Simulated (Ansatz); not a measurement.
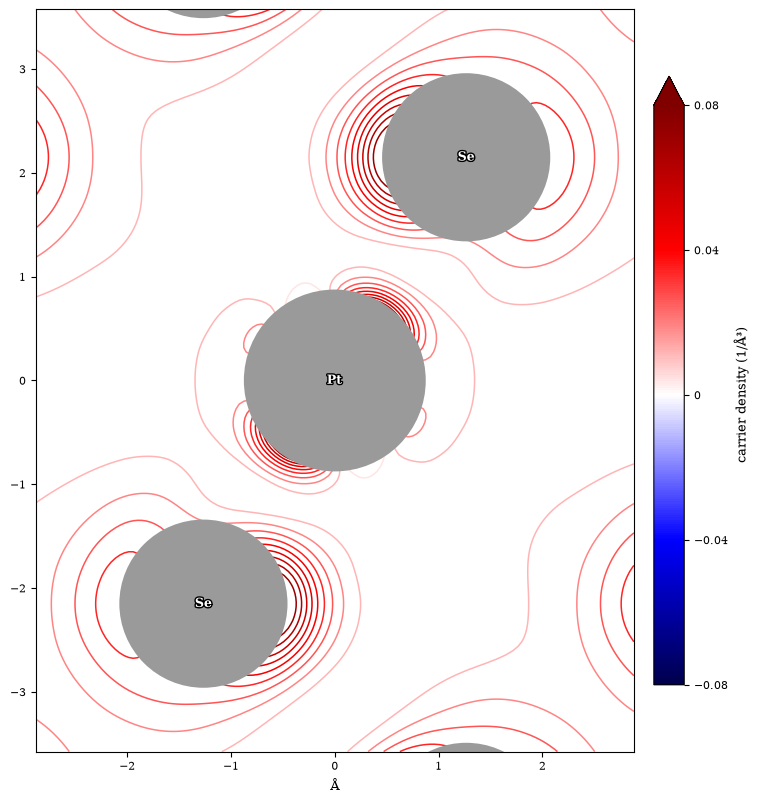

PtSe$_{2}$. Where the extra electron sits when 0.1 electron is added to the 3-atom cell of the calculation (uniform compensating background, atoms fixed); the change of density for each carrier, counted positive where the carrier is: a map on the (110) plane of the conventional cell, with grey discs over the atomic cores. Cores are masked to 0.9 Å (Pt) and 0.8 Å (Se).

Space group P-3m1; not relaxed (largest force 0.6 eV/Å); the calculation finds a residual pressure of about 7 GPa at this fixed cell.

Theory: DFT PBE, scalar-relativistic, plane waves, PAW (Ansatz).

Core electrons are frozen (PAW), so the fields are smoothed inside the atomic spheres.

The calculation's input:

```
crystal:
  lattice:
    - [3.724, 0.0, 0.0]
    - [-1.862, 3.2250786037, 0.0]
    - [0.0, 0.0, 5.062]
  atoms:
    - { symbol: Pt, position: [0.0, 0.0, 0.0] }
    - { symbol: Se, position: [0.3333333333, 0.6666666667, 0.25] }
    - { symbol: Se, position: [0.6666666667, 0.3333333333, 0.75] }
total_charge: -0.1
basis:
  ecutwfc: 420
  fft_grid_basis: typed
kpoints:
  mp_grid: { grid: [9, 9, 6] }
hamiltonian:
  xc: pbe
scf:
  occupations: { method: gaussian, width: 0.05 }
output:
  forces: true
  stress: true
  eigenvalues: true
  bader: true
  write_density: true
  volumetric_format: npy
```

Command:

```sh
ansatz run input.yaml --threads 1 --pin off --max-ram 2560MiB --backend cpu --events-out ev --progress --plain --runs-dir out
```

The picture shows the conventional cell (a = 3.72 Å, b = 3.72 Å, c = 5.06 Å, α = 90.00°, β = 90.00°, γ = 120.00°).

Q: Describe the change of density.

A: Summed over atomic cells sized by the Bader volumes, the added electron divides as Se about 75 % and Pt about 25 %; these cells fill 30 % (Pt) and 70 % (Se) of the volume, so no element is strongly preferred.
Over the whole cell, outside the cores, it is densest 0.9 Å from a selenium nucleus.
The counter-flow of charge adds up to under 0.1 e for each carrier.
These are shares of the net change, screening included; the states that take the carrier can be more concentrated.
